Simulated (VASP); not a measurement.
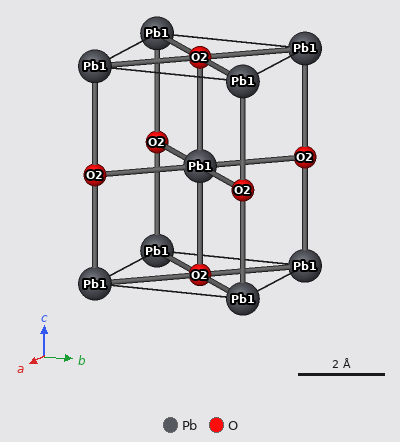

**Figure 1.** The input geometry of run A (ball-and-stick view of the cell 2 times as large as that of the calculation, set on its symmetry axes, seen slightly off an axis; atoms are numbered from 1 in the order of the input). Near neighbours in the crystal (not all of them lie inside the picture): Pb has 6 O at 2.61 Å; O has 6 Pb at 2.61 Å.

**PbO: a changed input and its effect**

System: PbO (Immm, 2 atoms in the cell).
Method of run A: DFT, PBE, plane waves, PAW (VASP 6.6.1).

The structure was built on a prototype by a generator. The geometry comes from this level: r2SCAN (a point of a series of strains). 

INCAR, run A:
```
ENCUT = 520.000000
SIGMA = 0.020000
EDIFF = 1.00e-07
GGA = PE
PREC = Accurate
IBRION = -1
ISIF = 2
ISMEAR = -1
NBANDS = 17
NELM = 120
NSW = 0
LASPH = .TRUE.
LCHARG = .FALSE.
LWAVE = .FALSE.
LREAL = .FALSE.
```

KPOINTS, run A:
```
KPOINTS created by Atomic Simulation Environment
0
Gamma
8 8 8
0 0 0
```

KPOINTS_OPT, run A:
```
special points
7
Reciprocal
0.0000000000 0.0000000000 0.0000000000 1
0.5000000000 0.0000000000 0.5000000000 1
0.6250000000 0.2500000000 0.6250000000 1
0.3750000000 0.3750000000 0.7500000000 1
0.5000000000 0.5000000000 0.5000000000 1
0.5000000000 0.2500000000 0.7500000000 1
0.5000000000 0.4500000000 0.5500000000 1
```

POSCAR, run A:
```
Pb O
 1.0000000000000000
     0.0587769696000000    2.6065174967000000    2.6065174967000000
     2.6065174967000000    0.0587769696000000    2.6065174967000000
     2.6652944663000002    2.6652944663000002    0.0000000000000000
 Pb  O
   1   1
Cartesian
  0.0000000000000000  0.0000000000000000  0.0000000000000000
  2.6652944662999998  2.6652944662999998  2.6065174967000000
```

Command:
```bash
mpirun -np 1 vasp_std
```

Hardware: 1 CPU thread, shared host.

OSZICAR and lines of OUTCAR (run A):
```
N       E                     dE             d eps       ncg     rms          rms(c)
DAV:   1     0.172118362714E+03    0.17212E+03   -0.10405E+04  3294   0.140E+03
DAV:   2     0.394670101998E+00   -0.17172E+03   -0.16277E+03  3498   0.357E+02
DAV:   3    -0.123041695474E+02   -0.12699E+02   -0.12619E+02  3877   0.103E+02
DAV:   4    -0.125748852449E+02   -0.27072E+00   -0.27050E+00  4208   0.155E+01
DAV:   5    -0.125827072177E+02   -0.78220E-02   -0.78214E-02  4386   0.260E+00    0.864E+00
DAV:   6    -0.106915389942E+02    0.18912E+01   -0.15364E+01  4510   0.277E+01    0.513E+00
DAV:   7    -0.103874362352E+02    0.30410E+00   -0.21078E+00  4040   0.118E+01    0.150E+00
[...]
       N       E                     dE             ncg
DAV:   1     0.276329675478E+04   -0.39019E+04      238
DAV:   2     0.158988017945E+04   -0.11734E+04      246
DAV:   3     0.150366042990E+04   -0.86220E+02      293
DAV:   4     0.150179340436E+04   -0.18670E+01      330
DAV:   5     0.150173796991E+04   -0.55434E-01      340
DAV:   6     0.150173538652E+04   -0.25834E-02      331
DAV:   7     0.150173537406E+04   -0.12466E-04      323
DAV:   8     0.150173537378E+04   -0.27213E-06      305
DAV:   9     0.150173537378E+04   -0.41468E-08      250
[... from OUTCAR:]
   NELECT =      20.0000    total number of electrons
 E-fermi :   6.8126
  free  energy   TOTEN  =       -10.3707345077 eV
  energy  without entropy=      -10.3707344488  energy(sigma->0) =      -10.37073448
```

The input of run B differs as follows (lines with − go, lines with + come):
```diff
-SIGMA = 0.020000
+SIGMA = 0.010000
-GGA = PE
+ALGO = Normal
+METAGGA = R2SCAN
-ISMEAR = -1
+ISMEAR = 0
```

How does run B compare with run A?

The total energies belong to different methods, so their difference says nothing on which is more stable or more accurate. The pressure goes from 2.62 to 0.12 GPa. The functional changes from PBE to R2SCAN. The number of SCF iterations is the same.

OSZICAR and lines of OUTCAR (run B):
```
N       E                     dE             d eps       ncg     rms          rms(c)
DAV:   1     0.117319763140E+03    0.11732E+03   -0.10604E+04  3294   0.143E+03
DAV:   2    -0.590316933886E+02   -0.17635E+03   -0.16717E+03  3523   0.364E+02
DAV:   3    -0.717865995685E+02   -0.12755E+02   -0.12676E+02  3850   0.104E+02
DAV:   4    -0.720623554040E+02   -0.27576E+00   -0.27560E+00  4273   0.157E+01
DAV:   5    -0.720706923590E+02   -0.83370E-02   -0.83364E-02  4477   0.269E+00    0.778E+00
DAV:   6    -0.642089538499E+02    0.78617E+01   -0.99161E+00  4618   0.394E+01    0.311E+00
DAV:   7    -0.642902600433E+02   -0.81306E-01   -0.67943E-01  3801   0.874E+00    0.156E+00
[...]
       N       E                     dE             ncg
DAV:   1     0.272156341541E+04   -0.39436E+04      238
DAV:   2     0.150548943632E+04   -0.12161E+04      246
DAV:   3     0.141648563486E+04   -0.89004E+02      293
DAV:   4     0.141456449135E+04   -0.19211E+01      330
DAV:   5     0.141450506880E+04   -0.59423E-01      331
DAV:   6     0.141450207680E+04   -0.29920E-02      347
DAV:   7     0.141450206230E+04   -0.14494E-04      313
DAV:   8     0.141450206198E+04   -0.32383E-06      329
DAV:   9     0.141450206198E+04   -0.41498E-08      242
[... from OUTCAR:]
   NELECT =      20.0000    total number of electrons
 E-fermi :   6.7293
  free  energy   TOTEN  =       -64.2851441472 eV
  energy  without entropy=      -64.2851441472  energy(sigma->0) =      -64.28514415
```

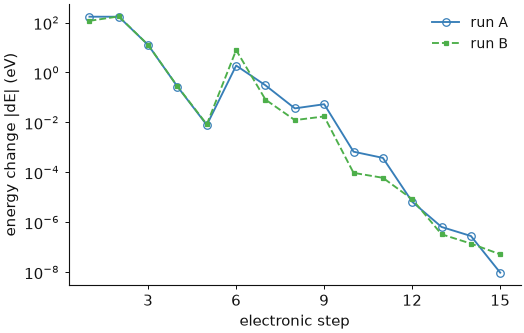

**Figure 2.** Convergence of the two runs: energy change |dE| against the electronic step. Run A takes 15 steps in all, and run B takes 15.

The two runs side by side:

| quantity | run A | run B |
| --- | --- | --- |
| outcome | converged | converged |
| free energy per atom (eV) | −5.1854 | −32.1426 |
| gap on the mesh (eV) | 0.21 | 0.20 |
| pressure (GPa) | 2.62 | 0.12 |
| largest force (eV/Å) | 0.000 | 0.000 |
| SCF iterations | 15 | 15 |
| irreducible k-points | 95 | 95 |

For both runs: Spin–orbit coupling is left out, which matters for Pb.
